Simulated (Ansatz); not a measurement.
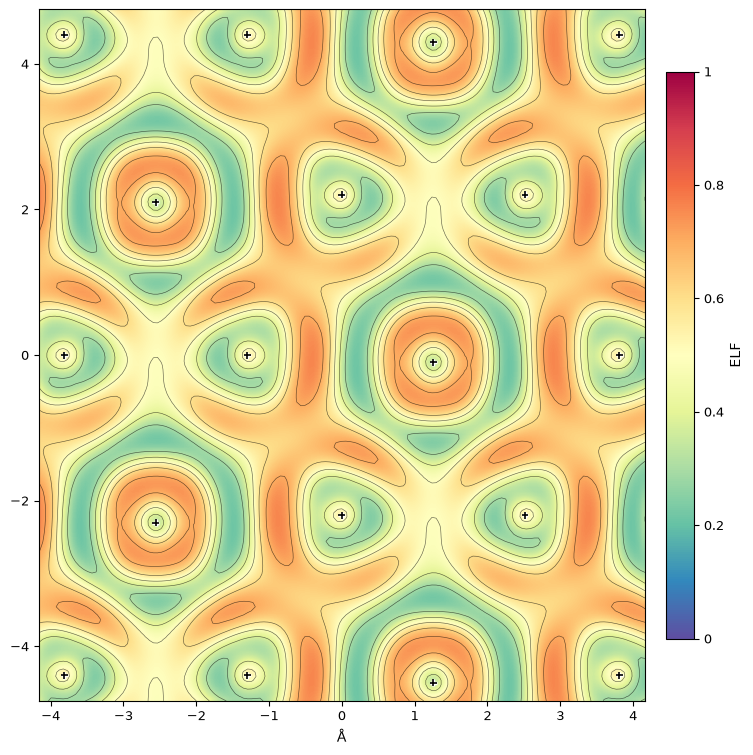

The electron localisation function on a plane through atoms (crosses mark nuclei in the plane).

The calculation used Ansatz 0.2.0, DFT PBEsol, scalar-relativistic, plane waves, PAW.

Candidates:
A. Ti12C (slab), a = 5.74 Å, b = 5.74 Å, c = 19.27 Å, α = 90.00°, β = 90.00°, γ = 90.00°. A point of a scan over the structure, not its minimum; not relaxed (largest force 1.7 eV/Å); computed without spin polarisation; PAW files of the earlier set (soft_1).
B. Si2Mo, a = 3.11 Å, b = 7.63 Å, c = 3.11 Å, α = 90.00°, β = 90.00°, γ = 90.00°. Space group Imm2; a point of a scan over the structure, not its minimum; changed on purpose from its base cell (mode 4 frozen in at -0.092 Å, equal normal strain along x, y and z -0.0250); not relaxed (largest force 1.9 eV/Å); computed pressure about 22 GPa in this cell; computed without spin polarisation; PAW files of the earlier set (soft_1).

Q: Which system is this?

A: Candidate B: Si2Mo on the (101̄) plane of the conventional cell, which holds Si and Mo. Si–Mo (2.45 Å): the ELF peaks at about 0.70 in the valence shell of Si, 0.9 Å from its nucleus, and is about 0.45 at the midpoint. Si–Si (2.52 Å): the ELF peaks at about 0.50 in the valence shell of Si, 1.0 Å from its nucleus, and is about 0.50 at the midpoint.
